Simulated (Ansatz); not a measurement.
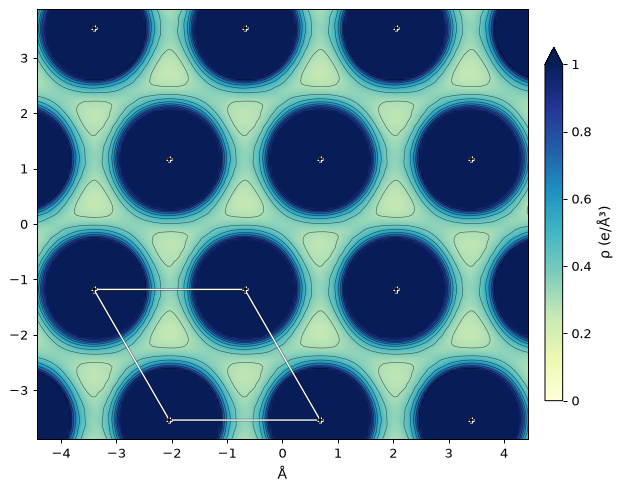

The valence electron density on a plane through atoms (crosses mark nuclei in the plane).

These are results of DFT PBE, scalar-relativistic, plane waves, PAW (Ansatz 0.2.0), not measurements.

Candidates:
A. Sb, a = 3.11 Å, b = 3.11 Å, c = 3.11 Å, α = 90.00°, β = 90.00°, γ = 90.00°. Space group Pm-3m; computed without spin polarisation.
B. Rh, a = 2.72 Å, b = 2.72 Å, c = 4.38 Å, α = 90.00°, β = 90.00°, γ = 120.00°. Space group P6₃/mmc; a structure from a database of computed crystals, not necessarily the ambient phase; computed without spin polarisation.
C. TiAl3, a = 3.85 Å, b = 3.85 Å, c = 8.62 Å, α = 90.00°, β = 90.00°, γ = 90.00°. Space group I4/mmm; a structure from a database of computed crystals, not necessarily the ambient phase; computed without spin polarisation.

Q: Which system is this?

A: Candidate B: Rh on the (001) plane of the conventional cell, which holds Rh. Rh–Rh (2.72 Å): ρ at the midpoint is about 0.35 e/Å³.
